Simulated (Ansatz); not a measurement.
# Fermi surface of ZrB (Fm-3m)

Input

```yaml
crystal:
  lattice:
    - [0.0, 2.325, 2.325]
    - [2.325, 0.0, 2.325]
    - [2.325, 2.325, 0.0]
  atoms:
    - { symbol: Zr, position: [0.0, 0.0, 0.0] }
    - { symbol: B, position: [0.5, 0.5, 0.5] }
basis:
  ecutwfc: 420
kpoints:
  mp_grid: { grid: [14, 14, 14] }
hamiltonian:
  xc: pbe
  pseudopotentials: { kind: paw_fr }
scf:
  occupations: { method: gaussian, width: 0.05 }
output:
  forces: true
  eigenvalues: true
  eigenstates:
    nscf_kmesh: { grid: [28, 28, 28] }
    top_band: c12
    de_dk: true
    localisation: true
  stress: true
checkpoint:
  write: ck
  compress: false
  write_wavefunctions: false
  write_every: 100000
magnetization:
  noncollinear: true
  spin_orbit: true
```

Command:

```sh
ansatz run input.yaml --threads 1 --pin off --max-ram 3072MiB --backend cpu --events-out ev --progress --plain --runs-dir out
```

Theory: DFT PBE, spin-orbit coupling, plane waves, PAW; levels and slopes on a dense k mesh at the converged density in Ansatz. Non-magnetic. With an inversion centre and no moment every band is doubly degenerate; a pair is shown and named once. Mesh 28×28×28, interpolated with the band slopes. Cell and positions as given, without relaxation (residual pressure 35 GPa). Sheets, masses and frequencies are those of this strained cell.

## 1. The sheets

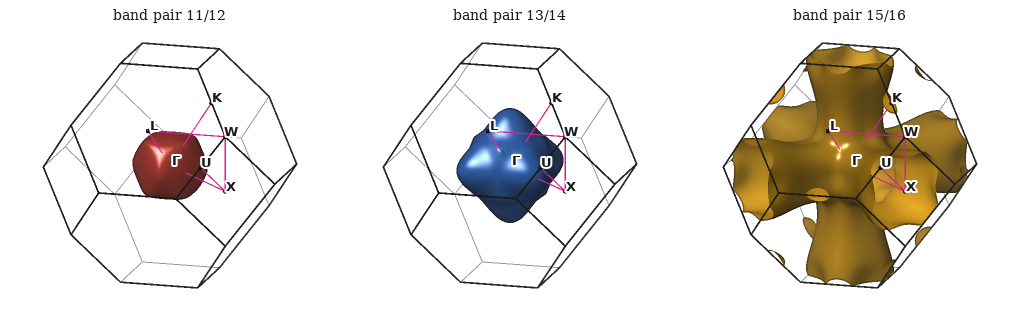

Fermi surface of this crystal. Each panel holds one band. The brighter face of a sheet looks towards empty states.

> What does each sheet look like, and where are the electron and hole pockets?

Three doubly degenerate bands cross the Fermi level; this is a three-dimensional metal.

Band pair 11/12: one hole pocket centred at Γ (3.3 % of the zone).
Band pair 13/14: one hole pocket centred at Γ (8.1 % of the zone).
Band pair 15/16: an open network that joins neighbouring zones in all directions (the band is filled at L and W and empty at Γ and X).

## 2. Weight on the atoms

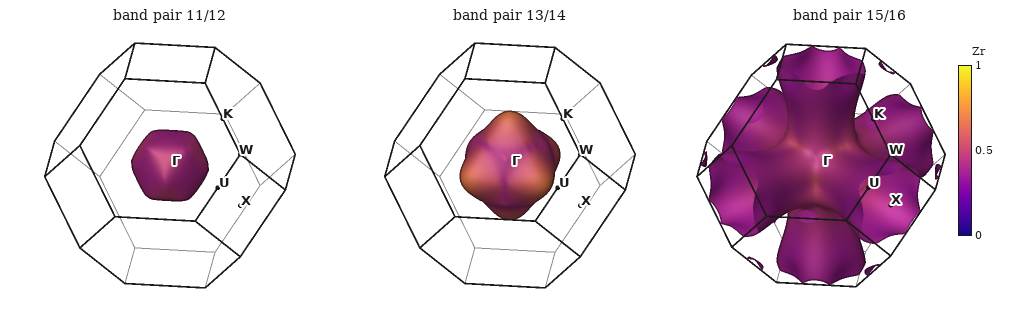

Fermi surface of this crystal, coloured by the weight of the states on Zr (Voronoi cells).

> How much Zr character do the sheets have, and what else?

Band pair 11/12: B (56 %) and Zr (44 %). Band pair 13/14: Zr (55 %) and B (45 %). Band pair 15/16: B (59 %) and Zr (41 %).

## 3. Nesting

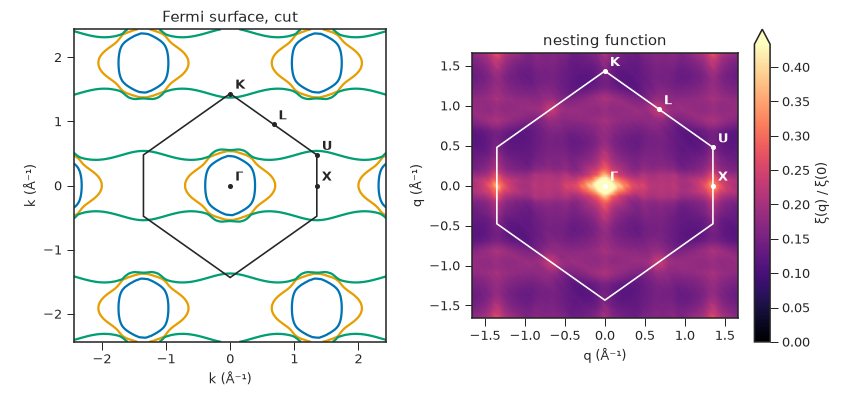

This crystal: a cut of the Fermi surface and the nesting function ξ(q) = Σ δ(ε_k) δ(ε_k+q) over all sheets (each δ a Gaussian as wide as the level changes between mesh points, at least 0.03 eV; heights depend on it), both in the plane through Γ, X and L.

> Where is the strongest nesting away from q = 0?

The highest maximum lies at X, at q = (0.00, −0.50, −0.50) in units of the primitive reciprocal vectors. It reaches 0.39 of the value at q = 0, against a mean of 0.16. A peak of ξ alone doesn't prove an instability there.

## 4. Speeds

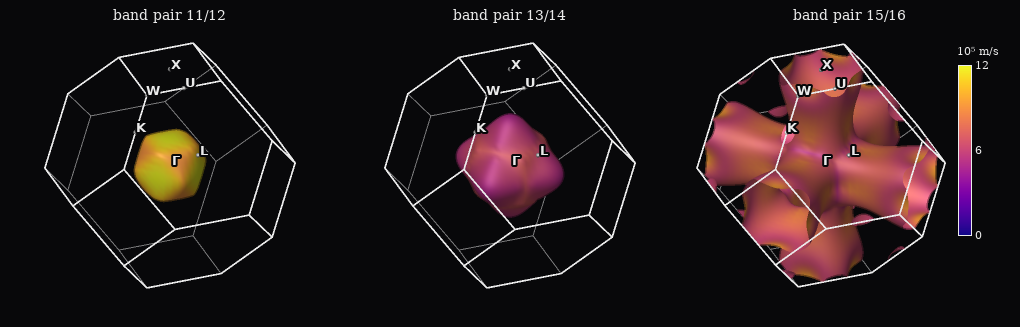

Fermi surface of this crystal, coloured by the Fermi speed.

> Give the range and mean of the Fermi speed for each band.

Band pair 11/12: 9.1 to 12 × 10⁵ m/s over most of the sheet, 11 × 10⁵ m/s on average over states. Band pair 13/14: 5.0 to 7.0 × 10⁵ m/s over most of the sheet, 5.9 × 10⁵ m/s on average over states. Band pair 15/16: 6.2 to 8.3 × 10⁵ m/s over most of the sheet, 7.0 × 10⁵ m/s on average over states.

> Which of these bands adds most to the density of states at the Fermi level?

Band pair 15/16, with 0.71 of 1.0 states/eV per cell.

## 5. Cuts and bands

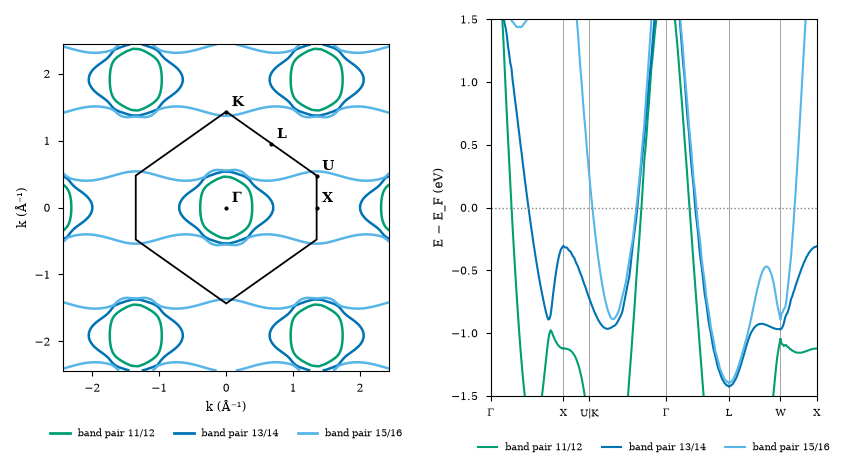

This crystal: cut through the Fermi surface in the plane through Γ, X and L, and the bands that cross the Fermi level.

> For each band, read its level at the labelled points (eV from the Fermi level).

| band | Γ | X | L | W |
| --- | --- | --- | --- | --- |
| band pair 11/12 | above | −1.12 | below | −1.05 |
| band pair 13/14 | above | −0.31 | −1.43 | −0.97 |
| band pair 15/16 | above | above | −1.40 | −0.89 |

Negative values are filled states; "above" and "below" lie outside the plotted window.

Necks and pockets thinner than about two mesh steps aren't resolved, so separate pockets may in truth be joined.

Cost: 2.7 min on 1 thread of Arm Neoverse N1, with other jobs on the host, peak memory 0.61 GiB.
